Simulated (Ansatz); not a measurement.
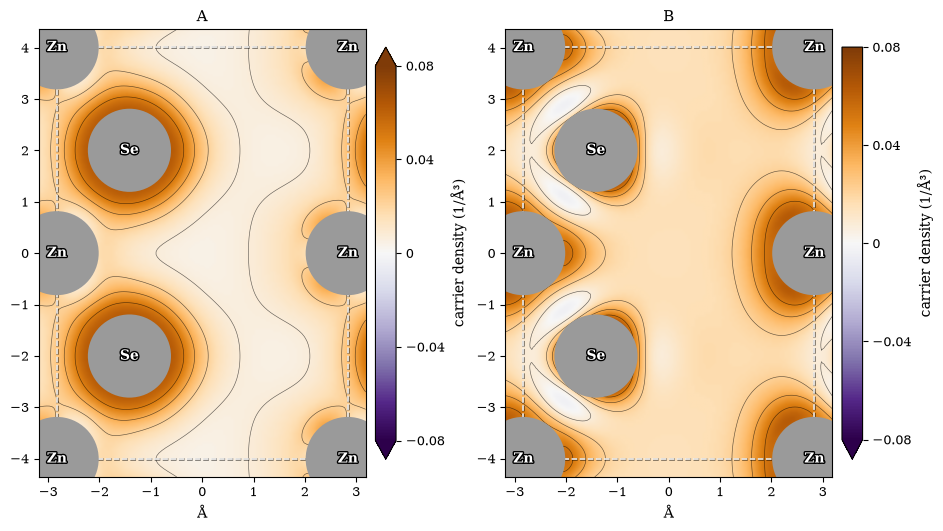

ZnSe, doped once with holes and once with electrons (0.1 e in the calculation's cell of 2 atoms, uniform background, atoms fixed). Each panel shows the carrier's density (positive where it sits) on the (110) plane of the conventional cell; grey discs cover the cores. Cores are masked to 0.8 Å (Zn) and 0.8 Å (Se).

Space group F-43m.

All numbers below come from DFT PBEsol, scalar-relativistic, plane waves, PAW (Ansatz).

Tell the hole from the electron.

A is the hole: outside the cores it is densest at the edge of the masked core of Se; it divides as Se about 75 % and Zn about 25 %. B is the electron: outside the cores it is densest at the edge of the masked core of Zn; it divides as Se about 60 % and Zn about 40 %. Shares are sums over atomic cells sized by the Bader volumes, which fill 35 % (Zn) and 65 % (Se) of the cell, so only an excess over these marks a preference; they are shares of the net change, screening included, and the band-edge orbitals themselves can be more concentrated.

Run times: 7.7 s (hole) and 7.5 s (electron), on 2 threads of Intel(R) Xeon(R) 6975P-C (Granite Rapids), on a shared host.
